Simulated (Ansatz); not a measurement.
Single-point calculation of AlNi

The run: single-point calculation of AlNi (Cmmm, 2 atoms in the cell). Method and program: DFT PBEsol, scalar-relativistic, plane waves, PAW, no spin polarisation (Ansatz 0.2.0).

The structure derives from an entry of the Crystallography Open Database. It belongs to a series of runs on one base structure; here: strain +0.0250 x Voigt [0, 0, 0, 0, 1, 0], atoms carried along. Figures and captions count atoms from 1; the log counts them from 0 in places.

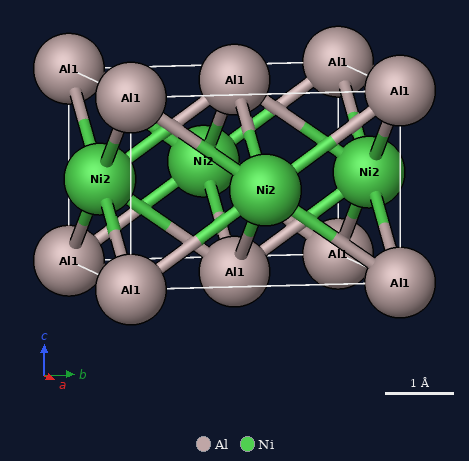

The structure as given in the input (ball-and-stick view of the cell 2 times as large as that of the calculation, set on its symmetry axes, seen slightly off an axis; atoms are numbered from 1 in the order of the input). An atom can appear more than once, as a periodic image. Near neighbours in the periodic cell (some may lie outside the picture): Al has 8 Ni at 2.46 to 2.50 Å; Ni has 8 Al at 2.46 to 2.50 Å.

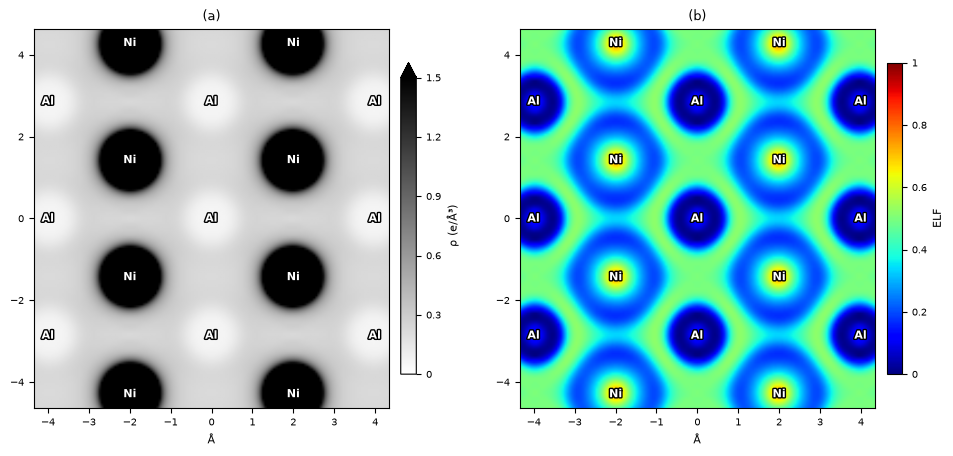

(a) valence pseudo-density; (b) ELF on the (010) plane of the conventional cell. Atoms in the plane: Al and Ni. Al–Ni (2.46 Å): the density is about 0.32 e/Å³ at the midpoint; the ELF is about 0.40 at the midpoint, which marks nearly free electrons, as in a simple metal. Away from the nuclei the density in this plane falls to 0.22 e/Å³ at its lowest. The strong features right at Ni lie inside the PAW spheres (semicore, d or f shells) and say nothing about bonding. The fields are those of the smooth PAW valence density.

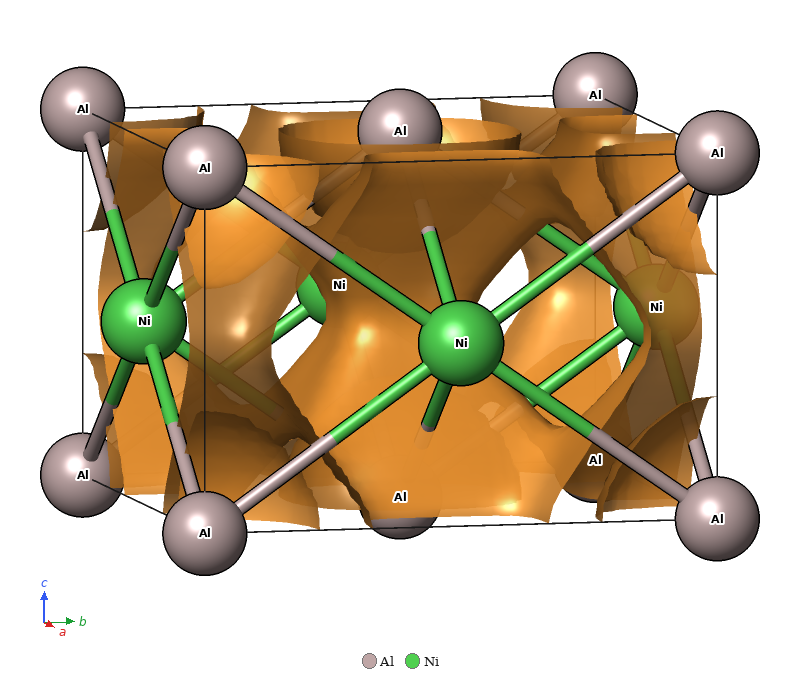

Isosurface of the electron localisation function at 0.45 (orange), seen slightly off an axis. Only the valence region is drawn (cores and ρ < 0.01 e/Å³ removed). Sticks mark near contacts. The outline is the cell set on symmetry axes. Al–Ni (2.50 Å): the ELF is about 0.40 at the midpoint (nearly free electrons, as in a simple metal).

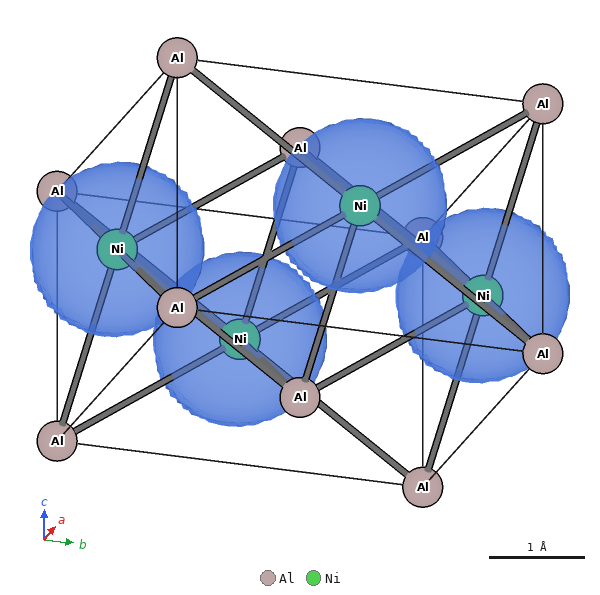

Isosurface of the valence pseudo-density at 0.6 e/Å³ (blue), seen at an oblique angle. Sticks mark near contacts. The outline is the cell set on symmetry axes. At this value the density breaks into separate islands; it holds about 75 % of the electrons treated as valence (semicore included). It is pinched off along the Al–Ni (2.46 Å) and Al–Ni (2.50 Å) contacts. On the grid the lowest density along these lines, outside the cores, is 0.26 e/Å³ (Al–Ni, 2.46 Å) and 0.25 e/Å³ (Al–Ni, 2.50 Å).

These pictures come from the run below.

Input file
```yaml
crystal:
  lattice:
    - [2.8621655516, 0.0, 0.0357770694]
    - [0.0, 2.8621655516, 0.0]
    - [0.0357770694, 0.0, 2.8621655516]
  atoms:
    - { symbol: Al, position: [0.0, 0.0, 0.0] }
    - { symbol: Ni, position: [0.5, 0.5, 0.5] }
basis:
  ecutwfc: 420
kpoints:
  mp_grid: { grid: [20, 20, 20] }
hamiltonian:
  xc: pbesol
scf:
  occupations: { method: gaussian, width: 0.15 }
output:
  forces: true
  stress: true
  eigenvalues: true
  write_density: true
  write_potential: true
  elf: true
  volumetric_format: npy
```

Run as:
```bash
ansatz run input.yaml --threads 1 --pin off --max-ram 2560MiB --backend cpu --events-out ev --progress --plain --runs-dir out
```

What the program printed
```
Engine: ansatz 0.2.0, x86_64-unknown-linux-gnu
Pseudopotentials: kind: paw
Pseudopotential: Al, paw, valence charge 3, recommended cutoff 420 eV (normal), Al.paw.azcp
Pseudopotential: Ni, paw, valence charge 18, recommended cutoff 420 eV (normal), Ni.paw.azcp
Functional definition: PBEsol
  exchange = pbesol_x
  correlation = pbesol_c
Crystal: 2 atoms, lattice volume = 23.443 Å³
Basis set: ecut = 420 eV, 461 PW (Γ), exchange–correlation on 40×40×40 points (8 copies of the dense FFT grid, shifted against one another)
Bands: 15, of which v1, the nominal top of the filled ones, is band 11 counted from 1 (10 counted from 0)
Symmetry: 8 space group operations
Space group: Cmmm (ITA 65), of the structure as read, at distance tolerance 2.9e-5 Å
k-points: 1221 of 8000
Non-local potential: Al, projectors of the file, l = 0: 2, l = 1: 2, l = 2: 1
Non-local potential: Ni, projectors of the file, l = 0: 3, l = 1: 2, l = 2: 3, l = 3: 1
PAW form: soft (Blöchl's): semilocal exchange-correlation on the pseudo side does not see the compensation charge
PAW frozen core: Al, regenerated for the run's functional, and the local potential with it (the file was generated under x = pbe(κ = 0.804, μ = 0.2195149727645171), c = pbe(β = 0.06672455060314922))
PAW frozen core: Ni, regenerated for the run's functional, and the local potential with it (the file was generated under x = pbe(κ = 0.804, μ = 0.2195149727645171), c = pbe(β = 0.06672455060314922))
PAW one-centre angular grid: Al, 110 points (default); XC on 64 Gauss nodes
PAW one-centre angular grid: Ni, 590 points (default); XC on 64 Gauss nodes
Initial density: superposition of atomic densities (neutral atoms: chi_scale 0, normalization atom), corrected by the library's trained network
Initial wavefunctions: pseudopotential atomic-orbital guess
Functional: x = pbesol(κ = 0.804, μ = 0.12345679012345678), c = pbesol(β = 0.046)
SCF iter   1: F=—  HF=-6330.868777 eV  |F-HF|=—  |Δ(HF+E_count)|=         —  Δρ=1.93e-2  dr2=5.05e-2  ethr=1.77e-3  ⟨swp⟩=4.4  Hψ=82000  notcnv=0
preconditioner: auto → none  [metal: Δε(μ)=0.006 eV  Ē_g=9.761 eV  σ=0.150 eV  W_gap=0.02  n_scr=6 (ndim 8)  ℏωp=27.7 eV  f_vac=0.000  D(μ)=0.89/eV (n_scr^D=6)  sad-step TF]
SCF iter   2: F=—  HF=-6330.862659 eV  |F-HF|=—  |Δ(HF+E_count)|=   6.12e-3  Δρ=6.63e-3  dr2=6.84e-3  ethr=2.40e-4  ⟨swp⟩=1.7  Hψ=29593  notcnv=0  defer=52
SCF iter   3: F=—  HF=-6330.861886 eV  |F-HF|=—  |Δ(HF+E_count)|=   7.73e-4  Δρ=1.01e-3  dr2=1.73e-4  ethr=3.26e-5  ⟨swp⟩=1.0  Hψ=18025  notcnv=0  defer=53
SCF iter   4: F=—  HF=-6330.861863 eV  |F-HF|=—  |Δ(HF+E_count)|=   2.31e-5  Δρ=7.05e-5  dr2=3.73e-7  ethr=8.24e-7  ⟨swp⟩=1.3  Hψ=19654  notcnv=0  defer=53
SCF iter   5: F=—  HF=-6330.861865 eV  |F-HF|=—  |Δ(HF+E_count)|=   2.07e-6  Δρ=1.12e-5  dr2=2.03e-8  ethr=1.78e-9  ⟨swp⟩=2.0  Hψ=30162  notcnv=0  defer=53
SCF iter   6: F=-6330.861865 eV  HF=-6330.861865 eV  |F-HF|=1.36e-10  |Δ(HF+E_count)|=  1.13e-10  Δρ=1.02e-6  dr2=1.39e-10  ethr=9.66e-11  ⟨swp⟩=6.0  Hψ=97393  notcnv=0
SCF 1 converged in 6 iterations: F = -6330.861865 eV  dr2 = 1.39e-10
  greatest PAW one-centre occupation: 1.001 electrons in one spin orbital (limit 2), on the Ni atom at site 1 (counted from 0), in its partial waves of l = 1
SCF converged after 6 iterations
Free energy (F): -6330.861865 eV
Harris-Foulkes:  -6330.861865 eV  (|F-HF|=1.36e-10)
Internal energy: -6330.852148 eV  (E = F + TS)
E sigma→0 (E₀):  -6330.857007 eV
Entropy (-TS):   -0.009717 eV (-4.858 meV/atom)
Fermi energy:    14.191551 eV
--- Per-component energies (eV) ---
  E_band       = -331.546379
  E_kinetic    = 312.159204
  E_local      = -4418.600586  (includes V_loc(G=0)·N_el)
  E_nonlocal   = 648.690833
  E_hartree    = 1900.088929
  E_xc         = -125.921241
  E_vxc        = -141.159412  (∫ρ·V_xc dr)
  E_paw        = -2052.779437  (= ΣΔE_a)
  E_vpaw       = -532.815608  (= ΣTr[D̂ρ^β])
  E_aug_tail   = 0.000410  (compensation charges beyond the density's cutoff)
  E_ewald      = -2594.706688
  E_core_change = 0.216428  (= ΣΔE_core)
  E_smearing   = -0.009717  (= −TS)
  E_closure    = -0.000000  (closes the sum)
  Σ components = -6330.861865   (vs F -6330.861865, Δ=0.00e0)
--- Forces (eV/Å), atoms counted from 1 ---
  atom   1  Al    -0.00000000     0.00000000     0.00000000
  atom   2  Ni     0.00000000    -0.00000000     0.00000000
  max |Σ_I F_I| component: 4.97e-29 eV/Å
--- Stress (GPa, compression-positive) ---
        0.129114      -0.000000      -3.179770
       -0.000000       0.176432      -0.000000
       -3.179770      -0.000000       0.129114
  P = ⅓ Tr σ = 0.1449 GPa (1.449 kbar)
--- Band table (eV; the first three rows and the last of 1221) ---
  k-point 0: bands = ["-88.8526", "-49.4099", "-49.4008", "-49.3913", "2.8910", "10.8500", "10.8536", "12.5848", "12.6160", "12.6514", "19.6704", "19.7460", "19.8386", "22.3746", "22.3784"]
  k-point 1: bands = ["-88.8526", "-49.4102", "-49.4008", "-49.3916", "2.9378", "10.8497", "10.8624", "12.5734", "12.5950", "12.6439", "19.1928", "19.8081", "19.8255", "22.3774", "22.8849"]
  k-point 2: bands = ["-88.8525", "-49.4111", "-49.4006", "-49.3924", "3.0778", "10.8356", "10.8953", "12.5260", "12.5352", "12.6377", "18.1318", "19.9912", "19.9999", "22.3830", "23.8023"]
  k-point 1220: bands = ["-88.8479", "-49.4299", "-49.4215", "-49.4126", "9.9544", "9.9848", "10.0185", "13.1946", "13.1954", "15.9522", "16.0896", "16.3014", "18.1128", "18.6191", "18.7419"]
```

Summary

```tsv
quantity	value
outcome	converged
space group (tolerance 0.01 Å)	Cmmm (65)
electrons treated	21
free energy	−6330.8619 eV
Fermi energy	14.192 eV
gap on the k-point mesh	none (metallic)
pressure	0.14 GPa
largest force (length of the vector)	under 0.001 eV/Å
hardware	1 thread of Intel Xeon @ 2.50GHz (Skylake/Cascade Lake), 189 GiB of memory available, shared host
wall time	50 s
peak memory	0.65 GiB
```

Notes

The run has no spin polarisation, so a magnetic state may lie lower.
